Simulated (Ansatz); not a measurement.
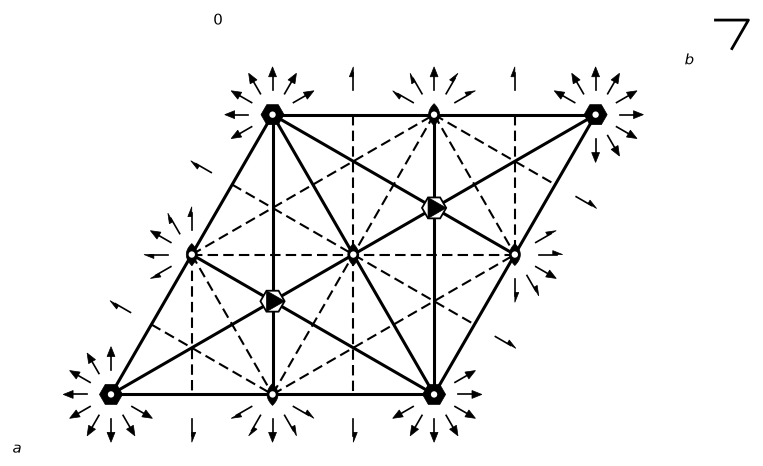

Symmetry elements of a space group, projected down c, computed from the operations of a computed or model structure of composition Pd, which need not be its known form.

Graphical symbols as in the International Tables (origin upper left, heights as fractions; handed screw axes are marked by their printed symbols).

**Identify the space group.**

P6/mmm, No. 191; primitive hexagonal, point group 6/mmm, 24 general positions a cell.

**List the elements shown.**

−6 axes along c at (1/3, 2/3), (2/3, 1/3); 6 axes along c at (0, 0); 2 axes along c at (0, 1/2), (1/2, 0), (1/2, 1/2); inversion centres at (0, 0), (0, 1/2), (1/2, 0), (1/2, 1/2); mirror planes holding c and [1 1 0] or [1 2 0] or [2 1 0] or [−1 1 0]; in-plane glide planes holding c and [1 1 0] or [1 2 0] or [2 1 0] or [−1 1 0]; mirror planes normal to a*, at x = 0; b glide planes normal to a*, at x = 1/2; mirror planes normal to b*, at y = 0; a glide planes normal to b*, at y = 1/2; a mirror plane normal to c at height 0; 2 axes along [1 1 0] at height 0; 2 axes along [1 2 0] at height 0; 2 axes along [2 1 0] at height 0; 2 axes along [−1 1 0] at height 0; 2 axes along a at height 0; 2 axes along b at height 0; 2₁ axes along [1 1 0] at height 0; 2₁ axes along [1 2 0] at height 0; 2₁ axes along [2 1 0] at height 0; 2₁ axes along [−1 1 0] at height 0; 2₁ axes along a at height 0; 2₁ axes along b at height 0. Heights repeat every half period; positions are (a, b) fractions, modulo 1.
